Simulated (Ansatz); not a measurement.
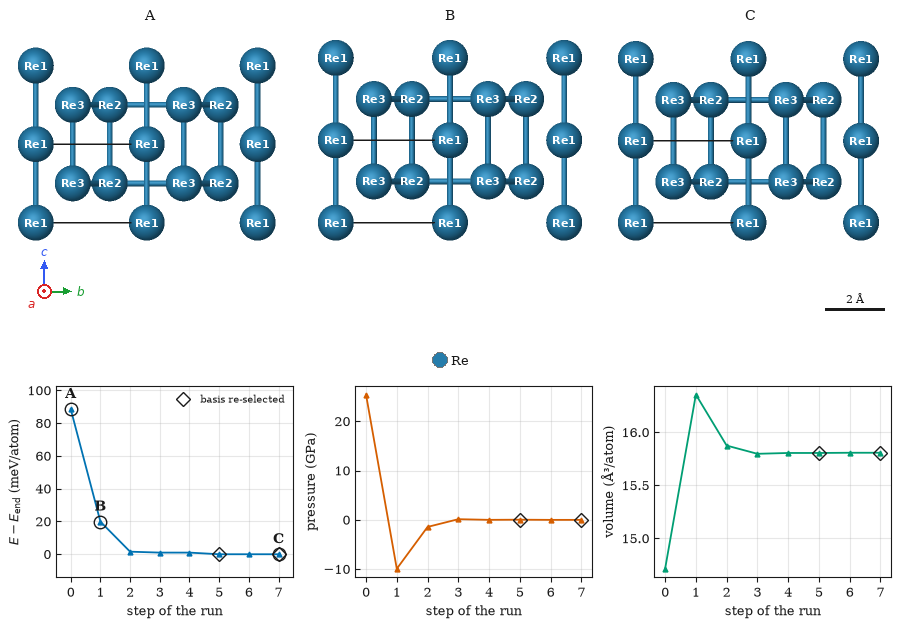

Frames of a relaxation of crystalline Re (a generated structure, set up in P6/mmm), marked on the history of the run. The picture is a ball-and-stick view of the cell of the calculation, repeated 1 × 2 × 2 with one cell outlined, seen along the a axis.

Phase: omega (AlB2-type).

The calculation used DFT, BLYP, plane waves (420 eV) with PAW, scalar-relativistic (Ansatz 0.2.0).

The input:
```yaml
crystal:
  lattice:
    - [4.3646887072, 0.0, 0.0]
    - [-2.1823443536, 3.7799313, 0.0]
    - [0.0, 0.0, 2.6755541775]
  atoms:
    - { symbol: Re, position: [0.0, 0.0, 0.0] }
    - { symbol: Re, position: [0.3333333333, 0.6666666667, 0.5] }
    - { symbol: Re, position: [0.6666666667, 0.3333333333, 0.5] }
hamiltonian:
  xc: blyp
  pseudopotentials:
    kind: paw
    azcp:
      Re: "pseudopotentials/Re.paw.azcp"
basis:
  ecutwfc: 420
  fft_grid_basis: typed
kpoints:
  mp_grid: { grid: [8, 8, 12], shift: [0, 0, 0] }
magnetization:
  spin_polarized: false
scf:
  occupations: { method: fermi_dirac, width: 0.1 }
relax:
  max_steps: 60
  f_tol: 0.01
  cell: {}
output:
  write_density: true
  write_potential: true
  elf: true
  volumetric_format: npy
```

Question: Describe the path.

Answer: Over 5 accepted moves (7 points after the start) the energy falls by 88.6 meV per atom. All forces vanish by symmetry, so only the cell relaxes. The pressure goes from 25.42 to 0.00 GPa. At 2 points the geometry stayed and the basis and grid were re-selected for the new cell (energy shift of 1.0 meV per atom at most each time). The atoms keep their places relative to the cell (all moves are under 0.005 Å). Cell: a = b 4.365 → 4.432 Å (+1.5 %), c 2.676 → 2.787 Å (+4.2 %). Volume +7.4 %. Among the contacts that change: Re1–Re1 2.676 → 2.787 Å, Re1–Re2 2.853 → 2.914 Å, Re2–Re3 2.520 → 2.559 Å. The space group stays P6/mmm (No. 191). Cost: 10 s on 2 threads of Intel(R) Xeon(R) 6975P-C (Granite Rapids) (shared host), peak memory 0.44 GiB. From step 0 to 1: volume +11.2 %, energy −68.7 meV per atom. From step 1 to 7: volume −3.4 %, energy −19.9 meV per atom.

```csv
step,"E − E(0), meV/atom","pressure, GPa","volume, Å³/atom",note
0,0.00,25.42,14.714,
1,-68.70,-9.92,16.356,
2,-87.03,-1.43,15.875,
3,-87.59,0.14,15.798,
4,-87.60,0.01,15.805,
5,-88.60,0.04,15.805,"same geometry, new basis"
6,-88.60,0.00,15.807,
7,-88.60,0.00,15.807,"same geometry, new basis"
```
